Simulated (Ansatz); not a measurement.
N

```yaml
crystal:
  lattice:
    - [0.00000, -8.18864, 5.32496]
    - [0.00000, 8.18864, 5.32496]
    - [-8.18864, 0.00000, -5.32496]
  atoms:
    - { symbol: N, position: [0.04756, 0.00000, 0.04756] }
    - { symbol: N, position: [0.79756, 0.25000, 0.04756] }
    - { symbol: N, position: [0.29756, 0.75000, 0.04756] }
    - { symbol: N, position: [0.54756, 0.50000, 0.04756] }
    - { symbol: N, position: [0.29756, 0.25000, 0.54756] }
    - { symbol: N, position: [0.54756, 0.00000, 0.54756] }
    - { symbol: N, position: [0.04756, 0.50000, 0.54756] }
    - { symbol: N, position: [0.79756, 0.75000, 0.54756] }
    - { symbol: N, position: [0.50000, 0.20244, 0.20244] }
    - { symbol: N, position: [0.25000, 0.45244, 0.20244] }
    - { symbol: N, position: [0.75000, 0.95244, 0.20244] }
    - { symbol: N, position: [0.00000, 0.70244, 0.20244] }
    - { symbol: N, position: [0.75000, 0.45244, 0.70244] }
    - { symbol: N, position: [0.00000, 0.20244, 0.70244] }
    - { symbol: N, position: [0.50000, 0.70244, 0.70244] }
    - { symbol: N, position: [0.25000, 0.95244, 0.70244] }
    - { symbol: N, position: [0.45244, 0.00000, 0.45244] }
    - { symbol: N, position: [0.20244, 0.25000, 0.45244] }
    - { symbol: N, position: [0.70244, 0.75000, 0.45244] }
    - { symbol: N, position: [0.95244, 0.50000, 0.45244] }
    - { symbol: N, position: [0.70244, 0.25000, 0.95244] }
    - { symbol: N, position: [0.95244, 0.00000, 0.95244] }
    - { symbol: N, position: [0.45244, 0.50000, 0.95244] }
    - { symbol: N, position: [0.20244, 0.75000, 0.95244] }
    - { symbol: N, position: [0.50000, 0.29756, 0.29756] }
    - { symbol: N, position: [0.25000, 0.54756, 0.29756] }
    - { symbol: N, position: [0.75000, 0.04756, 0.29756] }
    - { symbol: N, position: [0.00000, 0.79756, 0.29756] }
    - { symbol: N, position: [0.75000, 0.54756, 0.79756] }
    - { symbol: N, position: [0.00000, 0.29756, 0.79756] }
    - { symbol: N, position: [0.50000, 0.79756, 0.79756] }
    - { symbol: N, position: [0.25000, 0.04756, 0.79756] }
```

Space group P4₂/mnm; a structure from a database of computed crystals, not necessarily the ambient phase.

All numbers below come from DFT PBE+D3(BJ), scalar-relativistic, plane waves, PAW in Ansatz 0.2.0.

**Predict the valence pseudo-density and electron localisation function between the atoms.**

N–N (1.10 Å): ρ is about 4.6 e/Å³ halfway; the ELF peaks at about 0.85 between the atoms (inside overlapping PAW spheres, so only a guide): a short, multiple covalent bond.

**Metal or insulator at this level of theory?**

It is gapped, with a Kohn–Sham gap of 7.1 eV on the k-point mesh, an upper bound to the gap of this method.

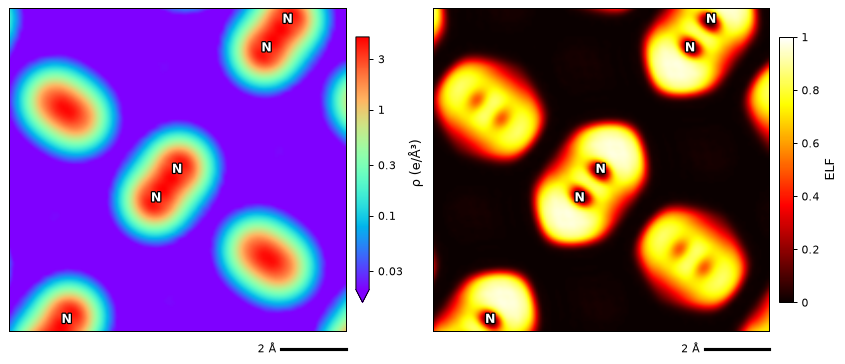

Computed valence pseudo-density and electron localisation function on the (010) plane of the calculation cell, in this order. Atoms just off the plane (N, 0.4 Å away) can leave unmarked features too.

In a PAW calculation such maps are meaningful between the atoms, not at the nuclei.
